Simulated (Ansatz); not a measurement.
# WS₂: single-point calculation (part 3 of 3)

Continued. System: WS₂ (P-3m1, 3 atoms in the cell). Method: DFT r2SCAN, scalar-relativistic, plane waves, PAW, spin-polarised (Ansatz 0.2.0); cutoff 500 eV, 6×6×4 k-mesh, Gaussian smearing of 0.05 eV, collinear spins. The structure was built on a prototype by a generator; it need not be a known phase. It belongs to a series of runs on one base structure; here: random orbitals: harmonics, high filling.

Geometry of the input (Å; fractional positions):
```
3.5782  0.0000  0.0000
-1.7891  3.0988  0.0000
0.0000  0.0000  5.7724
W  0.0000  0.0000  0.0000
S  0.3333  0.6667  0.2520
S  0.6667  0.3333  0.7480
```

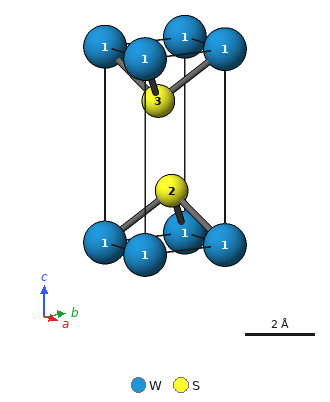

**Figure 1.** The input geometry (ball-and-stick view of the cell of the calculation, seen slightly off an axis; atoms are numbered from 1 in the order of the input).

### What the program printed, continued
```
SCF iter  48: F=-12209.989458 eV  HF=-12209.989458 eV  |F-HF|=2.27e-8  |Δ(HF+E_count)|=   4.24e-6  Δρ=6.57e-6 (↑6.57e-6 ↓6.01e-6)  dr2=2.76e-8  dr2_τ=2.53e-9  dr2_m=1.54e-8  M=0.057 μB ∫|m|=0.119 μB  ethr=2.80e-11  ⟨swp⟩=7.7  Hψ=12801  notcnv=0
SCF iter  49: F=-12209.989458 eV  HF=-12209.989458 eV  |F-HF|=3.58e-9  |Δ(HF+E_count)|=   1.19e-7  Δρ=1.32e-6 (↑1.32e-6 ↓1.24e-6)  dr2=5.43e-9  dr2_τ=9.85e-11  dr2_m=1.50e-10  M=0.058 μB ∫|m|=0.120 μB  ethr=2.80e-11  ⟨swp⟩=5.9  Hψ=10480  notcnv=0
SCF iter  50: F=-12209.989458 eV  HF=-12209.989458 eV  |F-HF|=1.37e-9  |Δ(HF+E_count)|=  8.46e-10  Δρ=4.95e-7 (↑4.95e-7 ↓4.39e-7)  dr2=1.62e-9  dr2_τ=1.24e-11  dr2_m=3.92e-11  M=0.058 μB ∫|m|=0.120 μB  ethr=2.09e-11  ⟨swp⟩=5.8  Hψ=9103  notcnv=0
SCF iter  51: F=-12209.989458 eV  HF=-12209.989458 eV  |F-HF|=7.28e-12  |Δ(HF+E_count)|=  7.64e-11  Δρ=1.67e-7 (↑1.27e-7 ↓1.67e-7)  dr2=3.36e-11  dr2_τ=1.62e-12  dr2_m=7.89e-12  M=0.058 μB ∫|m|=0.120 μB  ethr=6.24e-12  ⟨swp⟩=5.2  Hψ=8460  notcnv=0
SCF iter  52: F=-12209.989458 eV  HF=-12209.989458 eV  |F-HF|=5.46e-12  |Δ(HF+E_count)|=    0.00e0  Δρ=1.67e-7 (↑1.27e-7 ↓1.67e-7)  dr2=3.36e-11  dr2_τ=1.62e-12  dr2_m=7.89e-12  M=0.058 μB ∫|m|=0.120 μB  ethr=1.00e-12  ⟨swp⟩=4.9  Hψ=8496  notcnv=0
WARN: hamiltonian.hubbard: on 2 of 2 specified blocks the occupation matrix of this SCF's result fails the test of the specified filling. At site 0 ↑ (sites count from 0 in the list of atoms of the cell that this SCF solves) the least filled combination of the orbitals specified full has occupation 0.488, and the fullest combination of the orbitals specified empty has occupation 0.495; the filling counts as kept where the first is at least 0.75 and exceeds the second by more than 0.25. The same holds at site 0 ↓. The state of this SCF's result may not hold the specified filling, though these bounds can also misjudge a state that does. This warning does not say which state is lower in energy, or whether the specified filling is a self-consistent state at all; see hamiltonian.hubbard.sites[].starting_ns, Limitations, and scf.initial_density.shell_occupations in the input reference
SCF 1 converged in 52 iterations: F = -12209.989458 eV  dr2 = 3.36e-11
  greatest PAW one-centre occupation: 0.999 electrons in one spin orbital (limit 2), on the W atom at site 0 (counted from 0), in its partial waves of l = 0
SCF converged after 52 iterations
Magnetization: 0.0575 μB (13.0288 up, 12.9712 down)
Absolute magnetization: 0.1242 μB (∫|ρ↑−ρ↓|, with the PAW one-centre terms)
Spin contamination: 0.0064 ħ² per cell (⟨S²⟩ above its minimum at these occupations)
Per-site moments (μB) at R_I (Å): [(0.0468143546916939, 1.0422319882643254), (-0.004737163831710079, 1.0422319882643254), (-0.004737163831710108, 1.0422319882643254)]
Free energy (F): -12209.989458 eV
Harris-Foulkes:  -12209.989458 eV  (|F-HF|=5.46e-12)
Internal energy: -12209.989046 eV  (E = F + TS)
E sigma→0 (E₀):  -12209.989252 eV
Entropy (-TS):   -0.000412 eV (-0.137 meV/atom)
Fermi energy:    8.879203 eV
--- Per-component energies (eV) ---
  E_band       = -272.202811
  E_kinetic    = 653.691822
  E_local      = -1677.785299  (includes V_loc(G=0)·N_el)
  E_nonlocal   = 58.008515
  E_hartree    = 628.527265
  E_xc         = -427.776450
  E_vxc        = -442.108349  (∫ρ·V_xc dr)
  E_paw        = -9811.664065  (= ΣΔE_a)
  E_vpaw       = -143.032852  (= ΣTr[D̂ρ^β])
  E_aug_tail   = -0.000046  (compensation charges beyond the density's cutoff)
  E_vtau       = 21.968697  (kinetic-family band-sum trace: ∫τ·v_τ [+ j·A + Jᵃ·Aᵃ] dr)
  E_ewald      = -1632.183307
  E_core_change = -0.807482  (= ΣΔE_core)
  E_smearing   = -0.000412  (= −TS)
  E_closure    = 0.000000  (closes the sum)
  Σ components = -12209.989458   (vs F -12209.989458, Δ=0.00e0)
--- Specified on-site occupations, and those of the state reported ---
  electrons in the specified blocks: 2.1000 specified, 4.6471 found
  site 0 (l=d) ↓: largest change of an orbital's occupation 0.4949; electrons 0.1000 specified, 2.2893 found; spectral distance 0.9848
  site 0 (l=d) ↑: largest change of an orbital's occupation 0.4827; electrons 2.0000 specified, 2.3577 found; spectral distance 0.9654
--- Forces (eV/Å), atoms counted from 1 ---
  atom   1  W      0.00000000     0.00000000     0.00000000
  atom   2  S     -0.00000000    -0.00000009    -1.12401664
  atom   3  S      0.00000000     0.00000009     1.12401664
  max |Σ_I F_I| component: 1.32e-23 eV/Å
--- Stress (GPa, compression-positive) ---
      -19.519075       0.000000       0.000000
        0.000000     -19.519076       0.000000
        0.000000       0.000000      -7.454581
  P = ⅓ Tr σ = -15.4976 GPa (-154.976 kbar)
--- Band table (eV; the first three rows and the last of 94) ---
  k-point 0 ↑: bands = ["-68.2011", "-31.7618", "-31.7618", "-31.5721", "-6.2662", "-4.4056", "2.3639", "4.2323", "4.2323", "7.6424", "7.6424", "7.8069", "8.1036", "8.1036", "8.7996", "12.0410", "12.0410", "13.8539"]
  k-point 1 ↑: bands = ["-68.2011", "-31.7618", "-31.7618", "-31.5721", "-6.1404", "-4.6372", "2.8794", "4.2509", "4.2509", "6.7205", "7.5549", "7.5549", "8.0909", "8.0909", "9.1516", "12.2452", "12.2452", "14.2693"]
  k-point 2 ↑: bands = ["-68.2011", "-31.7618", "-31.7618", "-31.5721", "-5.9706", "-4.9057", "3.6425", "4.2699", "4.2699", "5.6422", "7.4720", "7.4720", "8.0768", "8.0768", "9.2819", "12.4599", "12.4599", "14.5755"]
  k-point 46 ↓: bands = ["-68.1656", "-31.8326", "-31.7850", "-31.4407", "-4.6933", "-4.6104", "2.8085", "3.7651", "4.5351", "4.9434", "5.1910", "5.8773", "8.7973", "9.4440", "9.8582", "11.9301", "13.1121", "14.7878"]
Occupation matrices written to [file]
--- Löwdin populations: 3 sites ---
  site symbol       q [e]    m [muB]
     0      W     13.2791     0.0707
     1      S      6.2597    -0.0073
     2      S      6.2597    -0.0073
  spilling = 0.007755 (of n_electrons = 26.000000)
--- Occupation matrices: 1 shell (run DFT+U table (all-electron-ortho-atomic); ε = 2.00e-2, provisional) ---
  W0 d_5D: site group D3d (-3m)
  W0 d_5D up     Tr n = 2.3577  λ = 0.409 0.409 0.495 0.495 0.548  [2× x2-y2 0.46 (Eg 0.63) Eg(1.00) | 2× yz 0.46 (T2g 0.63) Eg(1.00) | z2 1.00 (T2g 1.00) A1g(1.00)]
  W0 d_5D dn     Tr n = 2.2893  λ = 0.412 0.412 0.435 0.515 0.515  [2× xy 0.42 (Eg 0.73) Eg(1.00) | z2 1.00 (T2g 1.00) A1g(1.00) | 2× xz 0.42 (T2g 0.73) Eg(1.00)]
  specified occupation → W0 d_5D up: matrix, ‖Δ‖_F = 0.9727, Tr Δ = -0.3577, displaced = 1.0832, d_λ = 0.9654; orbital distance = 0.7656
  specified occupation → W0 d_5D dn: matrix, ‖Δ‖_F = 0.9848, Tr Δ = -2.1893, displaced = 1.0947, d_λ = 0.9848; orbital distance = 0.0000
  Tr n, λ and their labels are of the run-group-symmetrised matrices; stabiliser: 12 of 24 elements of G0×{1,Θ} (closed), max defect 6.0e-7 at τ = 4.2e-3
```

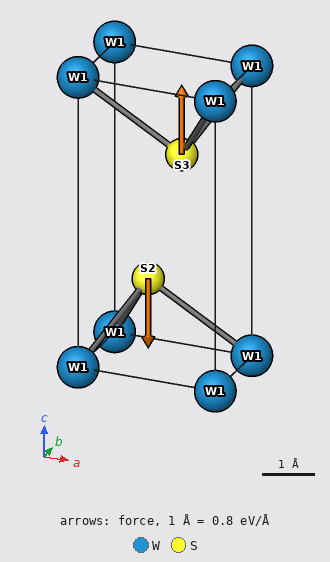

**Figure 2.** Forces on the atoms as orange arrows (ball-and-stick view of the cell of the calculation, seen slightly off an axis; atoms are numbered from 1 in the order of the input). The largest act on S2, S3 (1.12 eV/Å). The geometry is not a stationary point of this energy.

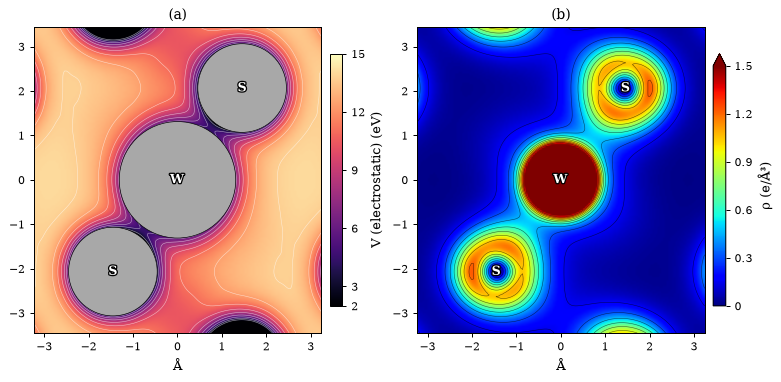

**Figure 3.** (a) electrostatic potential (local pseudopotential plus Hartree) felt by an electron; (b) valence charge density (pseudo) on the (110) plane of the conventional cell. Grey discs, where drawn, cover atomic cores. The section cuts through W and S sites. W–S (2.53 Å): ρ at the midpoint is about 0.5 e/Å³. Away from the nuclei the density in this plane falls to 0.01 e/Å³ at its lowest. Outside the cores the potential energy rises away from the atoms and is highest about 2.5 Å from the nearest atoms; outside the discs it spans about 12 eV, and its zero is arbitrary. The fields are those of the smooth PAW valence density.

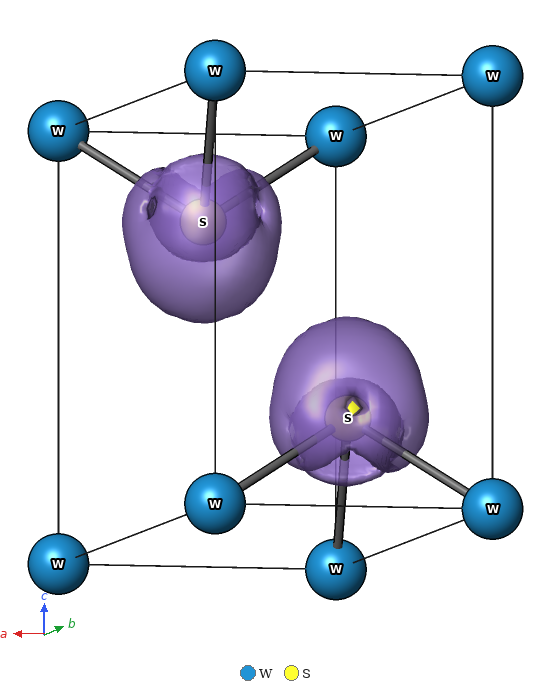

**Figure 4.** Isosurface of the ELF at 0.8 (purple), seen at an oblique angle. Core shells and regions of very low density are left out. Sticks mark near contacts. The outline is the cell set on symmetry axes. Values along the shortest contacts: W–S (2.53 Å): the ELF is about 0.45 at the midpoint.

### Key numbers

| quantity | value |
| --- | --- |
| outcome | converged |
| space group (tolerance 0.01 Å) | P-3m1 (164) |
| electrons treated | 26 |
| free energy | −12209.9895 eV |
| Fermi energy | 8.879 eV |
| gap on the k-point mesh | none (metallic) |
| net moment of the cell | 0.06 μB |
| integrated absolute moment | 0.12 μB |
| pressure | −15.50 GPa |
| largest force (length of the vector) | 1.124 eV/Å |
| wall time | 1.8 min (CPU time 6.9 min) |
| peak memory | 0.71 GiB |

### Remarks

Warnings of the run: the typed occupations were not kept; the occupation matrices lower the symmetry. Spin–orbit coupling is left out, which matters for W.
